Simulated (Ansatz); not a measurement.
```
CELL_PARAMETERS angstrom
2.99649 0.00000 0.00000
0.00000 2.99649 0.00000
0.00000 0.00000 2.99649
ATOMIC_POSITIONS crystal
V 0.00000 0.00000 0.00000
V 0.50000 0.50000 0.50000
```

Space group Im-3m; computed without spin polarisation.

These are results of Ansatz 0.2.0, DFT PBE, scalar-relativistic, plane waves, PAW, not measurements.

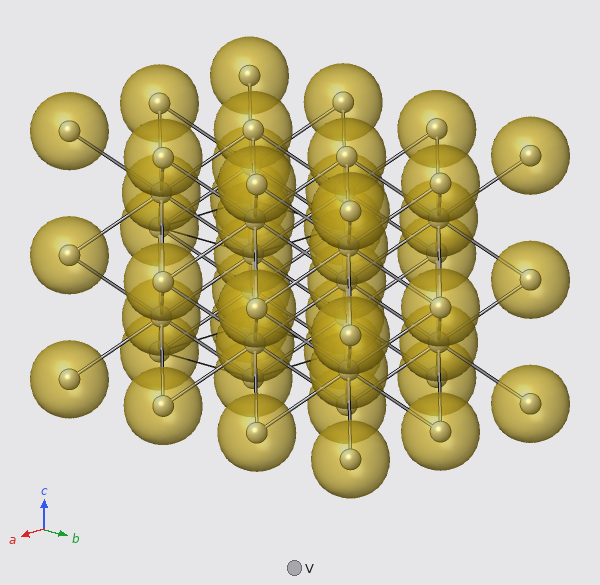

V. Isosurface of the valence electron density at 0.6 e/Å³ (yellow), seen at an oblique angle. Sticks mark near contacts.

The density is the valence pseudo-density of a PAW calculation; it isn't the true density close to the nuclei.

> How is the density connected at this value?

At this value the density breaks into separate islands; it holds about 75 % of the electrons treated as valence (semicore included). It bridges none of the near contacts. It is pinched off along the shortest V–V (2.60 Å) contacts. On the grid the lowest density along these lines, outside the cores, is 0.29 e/Å³ (V–V, 2.60 Å).
